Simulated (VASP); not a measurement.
## Geometry relaxation, with input and output: TiPbO3 (part 1 of 3)

The run: geometry relaxation of TiPbO3 (P4mm, 5 atoms in the cell). Method and program: Kohn-Sham DFT of a periodic cell, PBEsol, VASP PAW PBE potentials, recommended, no spin polarisation (VASP 6.6.1).

The structure derives from an entry of the Crystallography Open Database.

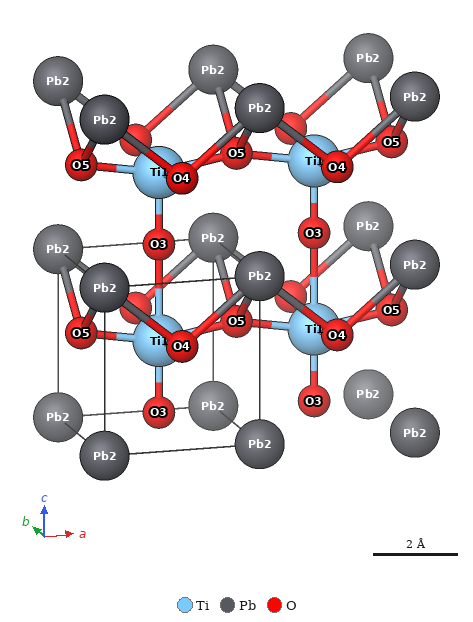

**Figure 1.** The structure as given in the input (ball-and-stick view of the cell of the calculation, repeated 2 × 1 × 2, seen slightly off an axis; atoms are numbered from 1 in the order of the input). An atom can appear more than once, as a periodic image.

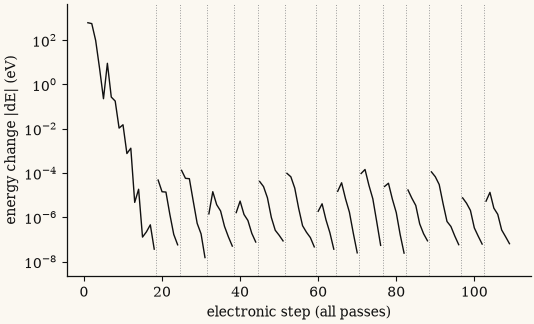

**Figure 2.** Convergence of the self-consistent field: energy change |dE| against the electronic step. Each stretch between dotted lines is the SCF of one geometry step of a relaxation. The 15 ionic steps take 5 to 18 electronic steps each. The density is held fixed in the first few steps, and dE rises again when its update begins.

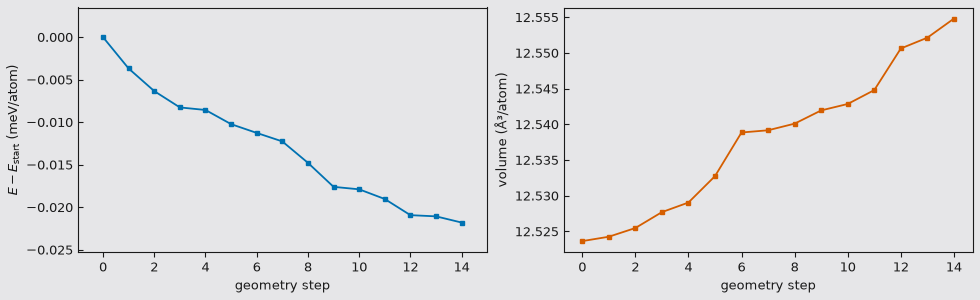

**Figure 3.** Progress of the relaxation, step by step (steps are counted from 0). After 14 geometry steps the energy has fallen by next to nothing (0.0 meV per atom). Largest force component: 0.0076 eV/Å at the start, 0.0043 eV/Å at the end. The largest moves relative to the cell, 0.006 Å, are those of Pb2 and O3. Largest moves by element: Pb 0.006 Å, O 0.006 Å, Ti 0.005 Å. Cell: a = b 3.881 → 3.877 Å (−0.1 %), c 4.157 → 4.177 Å (+0.5 %). Volume +0.2 %. Distances before and after: Ti1–O3 2.378 → 2.400 Å. The space group stays P4mm (No. 99). (Atoms are counted from 1 in the order of the input.)

The input that produced these results follows, with the program's output.

## INCAR
```
SYSTEM = TiPbO3
PREC     = Accurate       ! precision mode
ENCUT    = 600            ! plane-wave cutoff, eV
EDIFF    = 1E-7           ! SCF threshold, eV
ISMEAR   = 0              ! smearing method
SIGMA    = 0.03           ! smearing width, eV
LREAL    = .False.        ! projectors in reciprocal space
LASPH    = .True.         ! aspherical terms in the spheres
NELM     = 80             ! most SCF steps
ALGO     = Normal         ! electronic algorithm
ISIF     = 3              ! what is computed and relaxed
LWAVE    = .False.        ! write WAVECAR
LCHARG   = .False.        ! write CHGCAR
GGA      = PS             ! functional
IBRION   = 2              ! ionic algorithm
NSW      = 90             ! ionic steps
EDIFFG   = -0.005         ! ionic threshold
KPAR     = 2
```

## KPOINTS
```
Automatic mesh
0
Gamma
  8 8 8
  0 0 0
```

## POSCAR
```
TiPbO3                                  
1.0
    3.8812115707      0.0000000000      0.0000000000
    0.0000000000      3.8812115707     -0.0000000000
    0.0000000000     -0.0000000000      4.1568689556
  Ti              Pb              O             
     1     1     3
Direct
     0.5000000000000000    0.5000000000000000    0.5376270745432562
     0.0000000000000000    0.0000000000000000    0.0006615168900677
     0.5000000000000000    0.5000000000000000    0.1095751948177213
     0.5000000000000000    0.0000000000000000    0.6166681068744808
     0.0000000000000000    0.5000000000000000    0.6166681068744808
```

Launched with:
```bash
cat potpaw_PBE.64/Ti_sv/POTCAR potpaw_PBE.64/Pb_d/POTCAR potpaw_PBE.64/O/POTCAR > POTCAR
mpirun -np 2 vasp_std > vasp.out
```

## OSZICAR
```
N       E                     dE             d eps       ncg     rms          rms(c)
DAV:   1     0.615047736183E+03    0.61505E+03   -0.24818E+04  3900   0.230E+03
DAV:   2     0.533518410253E+02   -0.56170E+03   -0.54942E+03  4044   0.595E+02
DAV:   3    -0.437885614251E+02   -0.97140E+02   -0.95113E+02  5954   0.227E+02
DAV:   4    -0.491057223135E+02   -0.53172E+01   -0.53083E+01  5848   0.499E+01
DAV:   5    -0.493333797873E+02   -0.22766E+00   -0.22755E+00  5898   0.903E+00    0.238E+01
DAV:   6    -0.402835574584E+02    0.90498E+01   -0.71473E+01  6206   0.754E+01    0.101E+01
DAV:   7    -0.400134867781E+02    0.27007E+00   -0.16174E+01  5518   0.296E+01    0.707E+00
DAV:   8    -0.398351183898E+02    0.17837E+00   -0.96075E-01  4750   0.954E+00    0.320E+00
DAV:   9    -0.398458351088E+02   -0.10717E-01   -0.42521E-01  5978   0.528E+00    0.135E+00
DAV:  10    -0.398306604739E+02    0.15175E-01   -0.19988E-01  5724   0.387E+00    0.448E-01
DAV:  11    -0.398299002461E+02    0.76023E-03   -0.11907E-02  5938   0.970E-01    0.305E-01
DAV:  12    -0.398285772412E+02    0.13230E-02   -0.11333E-02  5168   0.682E-01    0.577E-02
DAV:  13    -0.398285819651E+02   -0.47239E-05   -0.82562E-04  5318   0.240E-01    0.392E-02
DAV:  14    -0.398285634428E+02    0.18522E-04   -0.19940E-04  6122   0.149E-01    0.137E-02
DAV:  15    -0.398285635707E+02   -0.12796E-06   -0.30058E-05  5206   0.409E-02    0.476E-03
DAV:  16    -0.398285637912E+02   -0.22046E-06   -0.86927E-06  6076   0.302E-02    0.615E-03
DAV:  17    -0.398285633328E+02    0.45838E-06   -0.48073E-06  5736   0.175E-02    0.166E-03
DAV:  18    -0.398285632963E+02    0.36493E-07   -0.32622E-07  3748   0.574E-03
   1 F= -.39828563E+02 E0= -.39828563E+02  d E =-.398286E+02
       N       E                     dE             d eps       ncg     rms          rms(c)
DAV:   1    -0.398286114345E+02   -0.48102E-04   -0.40624E-03  4108   0.585E-01    0.397E-02
DAV:   2    -0.398285971326E+02    0.14302E-04   -0.18920E-04  4910   0.133E-01    0.245E-02
DAV:   3    -0.398285833112E+02    0.13821E-04   -0.53200E-05  5712   0.792E-02    0.951E-03
DAV:   4    -0.398285819481E+02    0.13631E-05   -0.92861E-06  5268   0.273E-02    0.474E-03
DAV:   5    -0.398285817788E+02    0.16932E-06   -0.44090E-06  5606   0.145E-02    0.181E-03
DAV:   6    -0.398285817215E+02    0.57329E-07   -0.56112E-07  4212   0.674E-03
   2 F= -.39828582E+02 E0= -.39828582E+02  d E =-.184251E-04
       N       E                     dE             d eps       ncg     rms          rms(c)
DAV:   1    -0.398287142423E+02   -0.13246E-03   -0.16247E-02  4044   0.117E+00    0.793E-02
DAV:   2    -0.398286565134E+02    0.57729E-04   -0.75511E-04  4846   0.266E-01    0.491E-02
DAV:   3    -0.398286010546E+02    0.55459E-04   -0.21074E-04  5716   0.158E-01    0.188E-02
DAV:   4    -0.398285957266E+02    0.53280E-05   -0.36852E-05  5270   0.544E-02    0.928E-03
DAV:   5    -0.398285951925E+02    0.53412E-06   -0.17243E-05  5588   0.288E-02    0.356E-03
DAV:   6    -0.398285950142E+02    0.17833E-06   -0.26642E-06  5652   0.139E-02    0.143E-03
DAV:   7    -0.398285949989E+02    0.15243E-07   -0.18491E-07  2992   0.376E-03
   3 F= -.39828595E+02 E0= -.39828595E+02  d E =-.317026E-04
       N       E                     dE             d eps       ncg     rms          rms(c)
DAV:   1    -0.398285964490E+02   -0.14348E-05   -0.39411E-03  4394   0.807E-01    0.334E-02
DAV:   2    -0.398286108228E+02   -0.14374E-04   -0.45603E-04  4292   0.183E-01    0.226E-02
DAV:   3    -0.398286071092E+02    0.37136E-05   -0.45482E-05  5692   0.582E-02    0.112E-02
DAV:   4    -0.398286051730E+02    0.19362E-05   -0.88932E-06  6092   0.332E-02    0.620E-03
DAV:   5    -0.398286047813E+02    0.39174E-06   -0.14730E-06  5824   0.113E-02    0.257E-03
DAV:   6    -0.398286046502E+02    0.13106E-06   -0.10413E-07  2574   0.365E-03    0.939E-04
DAV:   7    -0.398286046000E+02    0.50150E-07   -0.73751E-08  2208   0.254E-03
   4 F= -.39828605E+02 E0= -.39828605E+02  d E =-.960113E-05
       N       E                     dE             d eps       ncg     rms          rms(c)
DAV:   1    -0.398286030163E+02    0.16339E-05   -0.14404E-03  4368   0.488E-01    0.201E-02
DAV:   2    -0.398286084230E+02   -0.54067E-05   -0.16692E-04  4278   0.111E-01    0.137E-02
DAV:   3    -0.398286070823E+02    0.13407E-05   -0.16618E-05  5708   0.352E-02    0.673E-03
DAV:   4    -0.398286063636E+02    0.71867E-06   -0.32541E-06  6090   0.201E-02    0.378E-03
DAV:   5    -0.398286061757E+02    0.18787E-06   -0.52013E-07  4732   0.686E-03    0.155E-03
DAV:   6    -0.398286060991E+02    0.76638E-07   -0.60889E-08  2288   0.271E-03
   5 F= -.39828606E+02 E0= -.39828606E+02  d E =-.111002E-04
       N       E                     dE             d eps       ncg     rms          rms(c)
DAV:   1    -0.398286479415E+02   -0.41766E-04   -0.35353E-03  5372   0.735E-01    0.482E-02
DAV:   2    -0.398286235366E+02    0.24405E-04   -0.25535E-04  4200   0.167E-01    0.215E-02
DAV:   3    -0.398286159195E+02    0.76171E-05   -0.58522E-05  5848   0.710E-02    0.821E-03
DAV:   4    -0.398286149321E+02    0.98739E-06   -0.97874E-06  6040   0.258E-02    0.553E-03
DAV:   5    -0.398286146716E+02    0.26051E-06   -0.14672E-06  5974   0.109E-02    0.290E-03
DAV:   6    -0.398286145167E+02    0.15482E-06   -0.47273E-07  5180   0.618E-03    0.165E-03
DAV:   7    -0.398286144307E+02    0.86047E-07   -0.94303E-08  2462   0.290E-03
   6 F= -.39828614E+02 E0= -.39828614E+02  d E =-.833159E-05
       N       E                     dE             d eps       ncg     rms          rms(c)
DAV:   1    -0.398287113886E+02   -0.96872E-04   -0.96795E-03  5358   0.122E+00    0.797E-02
DAV:   2    -0.398286437310E+02    0.67658E-04   -0.69961E-04  4202   0.276E-01    0.357E-02
DAV:   3    -0.398286229209E+02    0.20810E-04   -0.16034E-04  5832   0.117E-01    0.136E-02
DAV:   4    -0.398286203869E+02    0.25341E-05   -0.26891E-05  6010   0.427E-02    0.914E-03
DAV:   5    -0.398286199691E+02    0.41775E-06   -0.40722E-06  5998   0.182E-02    0.480E-03
DAV:   6    -0.398286197576E+02    0.21151E-06   -0.13883E-06  6460   0.102E-02    0.289E-03
DAV:   7    -0.398286196362E+02    0.12136E-06   -0.26612E-07  3590   0.458E-03    0.111E-03
DAV:   8    -0.398286195900E+02    0.46219E-07   -0.66290E-08  2148   0.251E-03
   7 F= -.39828620E+02 E0= -.39828620E+02  d E =-.134909E-04
       N       E                     dE             d eps       ncg     rms          rms(c)
DAV:   1    -0.398286215073E+02   -0.18711E-05   -0.10027E-03  4252   0.318E-01    0.118E-02
DAV:   2    -0.398286255917E+02   -0.40844E-05   -0.73609E-05  4166   0.775E-02    0.734E-03
DAV:   3    -0.398286248270E+02    0.76477E-06   -0.60729E-06  5970   0.223E-02    0.318E-03
DAV:   4    -0.398286246254E+02    0.20158E-06   -0.61586E-07  4674   0.834E-03    0.122E-03
DAV:   5    -0.398286245890E+02    0.36353E-07   -0.10981E-07  2248   0.357E-03
   8 F= -.39828625E+02 E0= -.39828625E+02  d E =-.499899E-05
       N       E                     dE             d eps       ncg     rms          rms(c)
DAV:   1    -0.398286096618E+02    0.14964E-04   -0.90228E-03  4254   0.954E-01    0.356E-02
DAV:   2    -0.398286459939E+02   -0.36332E-04   -0.66213E-04  4146   0.232E-01    0.221E-02
DAV:   3    -0.398286390861E+02    0.69079E-05   -0.54159E-05  6032   0.663E-02    0.957E-03
DAV:   4    -0.398286373821E+02    0.17040E-05   -0.59948E-06  6188   0.251E-02    0.368E-03
DAV:   5    -0.398286371915E+02    0.19057E-06   -0.90475E-07  5112   0.906E-03    0.142E-03
DAV:   6    -0.398286371666E+02    0.24894E-07   -0.22230E-07  3046   0.396E-03
   9 F= -.39828637E+02 E0= -.39828637E+02  d E =-.175766E-04
       N       E                     dE             d eps       ncg     rms          rms(c)
DAV:   1    -0.398285419091E+02    0.95282E-04   -0.36126E-02  4260   0.191E+00    0.714E-02
DAV:   2    -0.398286866592E+02   -0.14475E-03   -0.26482E-03  4148   0.464E-01    0.442E-02
DAV:   3    -0.398286588144E+02    0.27845E-04   -0.21577E-04  6048   0.133E-01    0.192E-02
DAV:   4    -0.398286519683E+02    0.68461E-05   -0.24071E-05  6146   0.503E-02    0.737E-03
DAV:   5    -0.398286513411E+02    0.62726E-06   -0.36758E-06  5602   0.182E-02    0.285E-03
DAV:   6    -0.398286512869E+02    0.54181E-07   -0.94444E-07  4642   0.759E-03
  10 F= -.39828651E+02 E0= -.39828651E+02  d E =-.316969E-04
       N       E                     dE             d eps       ncg     rms          rms(c)
DAV:   1    -0.398286265931E+02    0.24748E-04   -0.85857E-03  4264   0.931E-01    0.347E-02
DAV:   2    -0.398286612227E+02   -0.34630E-04   -0.62959E-04  4154   0.226E-01    0.215E-02
DAV:   3    -0.398286545680E+02    0.66547E-05   -0.51114E-05  6006   0.648E-02    0.937E-03
DAV:   4    -0.398286529278E+02    0.16403E-05   -0.54895E-06  6262   0.242E-02    0.346E-03
DAV:   5    -0.398286527617E+02    0.16603E-06   -0.79022E-07  4982   0.844E-03    0.136E-03
DAV:   6    -0.398286527376E+02    0.24174E-07   -0.19591E-07  2992   0.377E-03
  11 F= -.39828653E+02 E0= -.39828653E+02  d E =-.331475E-04
       N       E                     dE             d eps       ncg     rms          rms(c)
DAV:   1    -0.398286699237E+02   -0.17162E-04   -0.34098E-03  5112   0.456E-01    0.271E-02
DAV:   2    -0.398286626426E+02    0.72811E-05   -0.93951E-05  5436   0.971E-02    0.132E-02
DAV:   3    -0.398286592125E+02    0.34300E-05   -0.18687E-05  5564   0.405E-02    0.543E-03
DAV:   4    -0.398286587033E+02    0.50925E-06   -0.34249E-06  6198   0.160E-02    0.346E-03
DAV:   5    -0.398286585220E+02    0.18131E-06   -0.76334E-07  4950   0.780E-03    0.163E-03
DAV:   6    -0.398286584352E+02    0.86762E-07   -0.15518E-07  2488   0.442E-03
  12 F= -.39828658E+02 E0= -.39828658E+02  d E =-.569767E-05
       N       E                     dE             d eps       ncg     rms          rms(c)
DAV:   1    -0.398287716939E+02   -0.11317E-03   -0.30672E-02  5096   0.137E+00    0.814E-02
DAV:   2    -0.398287035423E+02    0.68152E-04   -0.84005E-04  5404   0.291E-01    0.397E-02
DAV:   3    -0.398286732556E+02    0.30287E-04   -0.16844E-04  5554   0.121E-01    0.163E-02
DAV:   4    -0.398286691602E+02    0.40953E-05   -0.31089E-05  6360   0.486E-02    0.104E-02
DAV:   5    -0.398286685119E+02    0.64832E-06   -0.71271E-06  6054   0.233E-02    0.501E-03
DAV:   6    -0.398286681259E+02    0.38601E-06   -0.18216E-06  5984   0.119E-02    0.353E-03
DAV:   7    -0.398286679838E+02    0.14214E-06   -0.71330E-07  4646   0.710E-03    0.146E-03
DAV:   8    -0.398286679256E+02    0.58148E-07   -0.95176E-08  2284   0.316E-03
  13 F= -.39828668E+02 E0= -.39828668E+02  d E =-.151881E-04
       N       E                     dE             d eps       ncg     rms          rms(c)
DAV:   1    -0.398286755537E+02   -0.75700E-05   -0.20621E-03  5096   0.354E-01    0.211E-02
DAV:   2    -0.398286712165E+02    0.43372E-05   -0.56797E-05  5440   0.755E-02    0.103E-02
DAV:   3    -0.398286691647E+02    0.20518E-05   -0.11620E-05  5524   0.317E-02    0.428E-03
DAV:   4    -0.398286688326E+02    0.33205E-06   -0.21086E-06  5990   0.126E-02    0.268E-03
DAV:   5    -0.398286686925E+02    0.14010E-06   -0.47874E-07  4094   0.625E-03    0.123E-03
DAV:   6    -0.398286686306E+02    0.61951E-07   -0.98059E-08  2188   0.374E-03
  14 F= -.39828669E+02 E0= -.39828669E+02  d E =-.158930E-04
       N       E                     dE             d eps       ncg     rms          rms(c)
DAV:   1    -0.398286633229E+02    0.53696E-05   -0.96868E-03  4906   0.883E-01    0.339E-02
DAV:   2    -0.398286767113E+02   -0.13388E-04   -0.45261E-04  4478   0.185E-01    0.241E-02
DAV:   3    -0.398286741108E+02    0.26004E-05   -0.49714E-05  5956   0.621E-02    0.108E-02
DAV:   4    -0.398286727449E+02    0.13659E-05   -0.82070E-06  5900   0.324E-02    0.672E-03
DAV:   5    -0.398286724757E+02    0.26922E-06   -0.14887E-06  5874   0.105E-02    0.308E-03
DAV:   6    -0.398286723420E+02    0.13368E-06   -0.12502E-07  2782   0.336E-03    0.119E-03
DAV:   7    -0.398286722775E+02    0.64495E-07   -0.76129E-08  2156   0.244E-03
  15 F= -.39828672E+02 E0= -.39828672E+02  d E =-.364692E-05
```

## Parts of OUTCAR
```
SYSTEM = TiPbO3
   PREC = Accurate
   ENCUT = 600
   EDIFF = 1E-7
   ISMEAR = 0
   LREAL = .False.
   LASPH = .True.
   NELM = 80
   ISIF = 3
   GGA = PS
   IBRION = 2
   NSW = 90
   EDIFFG = -0.005

 ion  position               nearest neighbor table
   1  0.500  0.500  0.538-   3 1.78   4 1.97   5 1.97   4 1.97   5 1.97   3 2.38   2 3.35   2 3.35
                             2 3.35   2 3.35
   2  0.000  0.000  0.001-   4 2.51   5 2.51   5 2.51   4 2.51   3 2.78   3 2.78   3 2.78   3 2.78
                             1 3.35   1 3.35   1 3.35   1 3.35
   3  0.500  0.500  0.110-   1 1.78   1 2.38   2 2.78   2 2.78   2 2.78   2 2.78
   4  0.500  0.000  0.617-   1 1.97   1 1.97   2 2.51   2 2.51
   5  0.000  0.500  0.617-   1 1.97   1 1.97   2 2.51   2 2.51

  LATTYP: Found a simple tetragonal cell.
 ALAT       =     3.8812115707
 C/A-ratio  =     1.0710235399

  Lattice vectors:

 A1 = (   3.8812115707,   0.0000000000,   0.0000000000)
 A2 = (   0.0000000000,   3.8812115707,   0.0000000000)
 A3 = (   0.0000000000,   0.0000000000,   4.1568689556)

Analysis of symmetry for initial positions (statically):
=====================================================================
 Subroutine PRICEL returns:
 Original cell was already a primitive cell.

 Routine SETGRP: Setting up the symmetry group for a
 simple tetragonal supercell.

 Subroutine GETGRP returns: Found  8 space group operations
 (whereof  8 operations were pure point group operations)
 out of a pool of 16 trial point group operations.

The static configuration has the point symmetry C_4v.

Analysis of symmetry for dynamics (positions and initial velocities):
=====================================================================
 Subroutine PRICEL returns:
 Original cell was already a primitive cell.

 Routine SETGRP: Setting up the symmetry group for a
 simple tetragonal supercell.

 Subroutine GETGRP returns: Found  8 space group operations
 (whereof  8 operations were pure point group operations)
 out of a pool of 16 trial point group operations.

The dynamic configuration has the point symmetry C_4v.

 Subroutine INISYM returns: Found  8 space group operations
 (whereof  8 operations are pure point group operations),
 and found     1 'primitive' translations

----------------------------------------------------------------------------------------

                                     Primitive cell

  volume of cell :      62.6183

  direct lattice vectors                    reciprocal lattice vectors
     3.881211571  0.000000000  0.000000000     0.257651504  0.000000000  0.000000000
     0.000000000  3.881211571  0.000000000     0.000000000  0.257651504  0.000000000
     0.000000000  0.000000000  4.156868956     0.000000000  0.000000000  0.240565678

  length of vectors
     3.881211571  3.881211571  4.156868956     0.257651504  0.257651504  0.240565678
```
